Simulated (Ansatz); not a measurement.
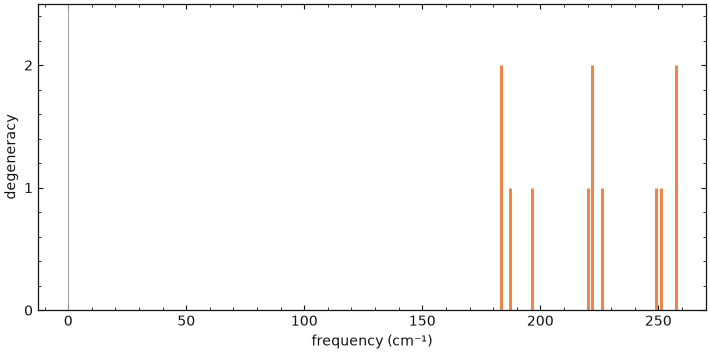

The figure shows the zone-centre optical phonon frequencies (the three acoustic modes are left out) for CuNi₄, space group I4/m (No. 87) (cell built by us, not taken from a database).

Structure:
```
CELL_PARAMETERS angstrom
-2.79839 2.79839 1.76834
2.79839 -2.79839 1.76834
2.79839 2.79839 -1.76834
ATOMIC_POSITIONS crystal
Cu 0.00000 0.00000 0.00000
Ni 0.40050 0.19824 0.59874
Ni 0.80176 0.40050 0.20226
Ni 0.19824 0.59950 0.79774
Ni 0.59950 0.80176 0.40126
```

Computed with Ansatz 0.2.0: harmonic phonon frequencies at the zone centre with atoms at rest in the given cell, without the long-range term of polar modes, the three translations left out, imaginary frequencies are negative; plane waves with PAW datasets, Γ-centred k mesh. Level: PBE, no spin polarisation.

| setting | value |
| --- | --- |
| wave cutoff | 420 eV |
| k mesh | 12×12×12 |
| occupations | Fermi–Dirac |
| smearing width | 0.15 eV |
| pressure | 0 GPa |
| phonon method | linear response |

### What do the frequencies say about stability?

No frequency is imaginary, so the structure is stable to these displacements (zone-boundary modes weren't tested here).

### Where does the highest mode lie?

The highest mode lies at 257.3 cm⁻¹.

Note: a known weakness of the program can leave such a cell on a higher state; metal sensitive to the k mesh; no spin polarisation, a magnetic state may lie lower; unstable at wavevector.
